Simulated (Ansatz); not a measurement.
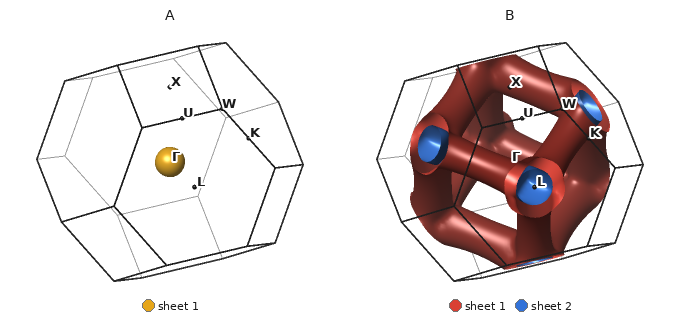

Constant-energy surfaces of AgCl (space group Fm-3m, No. 225) near its two band edges (0.30 eV into the valence band, 0.30 eV into the conduction band), in unknown order.

The calculation used DFT PBEsol, scalar-relativistic, plane waves, PAW; levels and slopes on a dense k mesh at the converged density (Ansatz 0.2.0). No spin polarisation. Mesh 34×34×34, interpolated with the band slopes. The geometry was not relaxed.

Masses come from a second pass at points close to the extrema; at the energies drawn a band may no longer be parabolic.

### Which panel shows the holes and which the electrons?

B shows the valence band (holes), A the conduction band (electrons).

### Describe the extrema and the gap.

Valence band (extrema up to 0.30 eV from the edge): four equivalent maxima at L, two bands meeting there. Band 13 forms the valence edge; band 12 meets it there.
Conduction band (extrema up to 0.30 eV from the edge): one minimum at Γ, mass 0.25 mₑ in all directions. Band 14 forms the conduction edge.
The gap is indirect, 0.72 eV at this level of theory (semilocal functionals give gaps that are too small, and can reorder valleys that lie close).

Where one band's surface lies inside another's, the outer one hides all or part of it.

Spin-orbit coupling, left out here, can change the gap, its kind, the place of the band edges and the masses, since the compound holds Ag.

Time for the whole run: 34 s on 1 thread of Intel(R) Xeon(R) Platinum 8259CL CPU @ 2.50GHz (Skylake/Cascade Lake) (shared host), peak memory 0.69 GiB.
